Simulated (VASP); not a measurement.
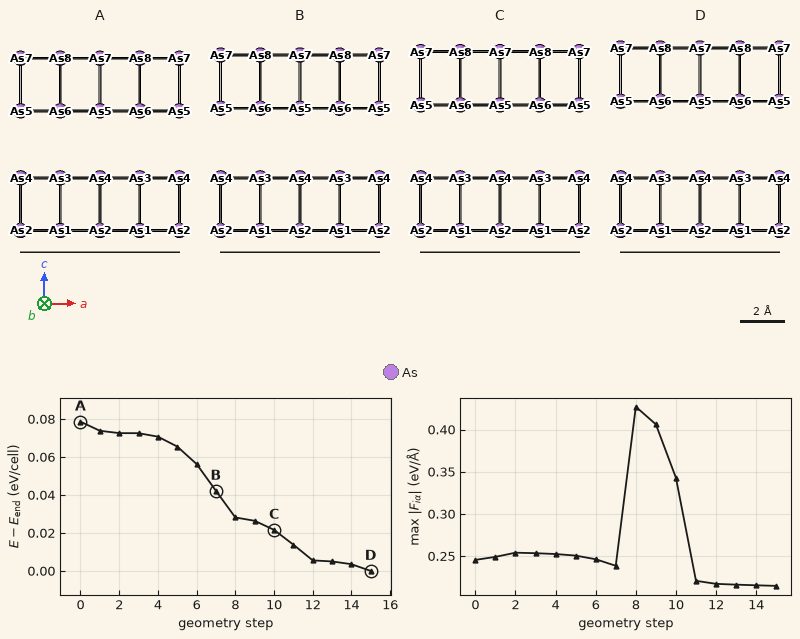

Frames of a relaxation of a slab of composition As, marked on the history of the run. Style: ball-and-stick. Shown: the 2 × 2 repeat of the cell, outlined in the plane, without the vacuum, along the b axis.

The run lets the atoms move in a fixed cell. 4 atoms are held fixed.

Theory: VASP 6.6.1, Kohn-Sham DFT of a periodic cell, RPBE, VASP PAW PBE potentials, recommended.

Input file:
```
SYSTEM = As
ALGO = Fast
DIPOL = 0.5 0.5 0.500
EDIFF = 1E-6
EDIFFG = -0.01
ENCUT = 520
GGA = RP
IBRION = 2
IDIPOL = 3
ISIF = 2
ISMEAR = 0
LASPH = .TRUE.
LCHARG = .FALSE.
LDIPOL = .TRUE.
LREAL = .FALSE.
LWAVE = .FALSE.
NELM = 100
NSW = 40
PREC = Accurate
SIGMA = 0.05
```

Command:
```bash
cat potpaw_PBE.64/As/POTCAR > POTCAR
mpirun -np 1 vasp_std > vasp.out
```

Describe the path.

Answer. The run was cut off at its time limit before the relaxation converged, so the last structure is only a point on the way. After 15 geometry steps the energy has fallen by 78.6 meV per cell of the calculation. Largest force component: 0.25 eV/Å at the start, 0.21 eV/Å at the end. The largest moves, 0.47 Å, are those of As7 and As8. As7 goes along the normal (+c). The lattice vectors keep their values. Near-neighbour distances that change, for instance: As5–As7 2.479 → 2.506 Å, As5–As6 2.493 → 2.485 Å. From step 0 to 7: As atoms move most (0.15 Å), energy −36.4 meV per cell of the calculation. From step 7 to 10: As atoms move most (0.16 Å), energy −20.6 meV per cell of the calculation. From step 10 to 15: As atoms move most (0.17 Å), energy −21.6 meV per cell of the calculation.

```
step  E − E(0), meV/atom  largest force component, eV/Å
   0                0.00                         0.2455
   1               -0.60                         0.2491
   2               -0.76                         0.2541
   3               -0.76                         0.2535
   4               -0.99                         0.2525
   5               -1.64                         0.2506
   6               -2.79                         0.2463
   7               -4.56                         0.2386
   8               -6.31                         0.4271
   9               -6.53                         0.4062
  10               -7.12                         0.3429
  11               -8.10                         0.2207
  12               -9.13                         0.2171
  13               -9.20                         0.2162
  14               -9.38                         0.2154
  15               -9.83                         0.2147
```
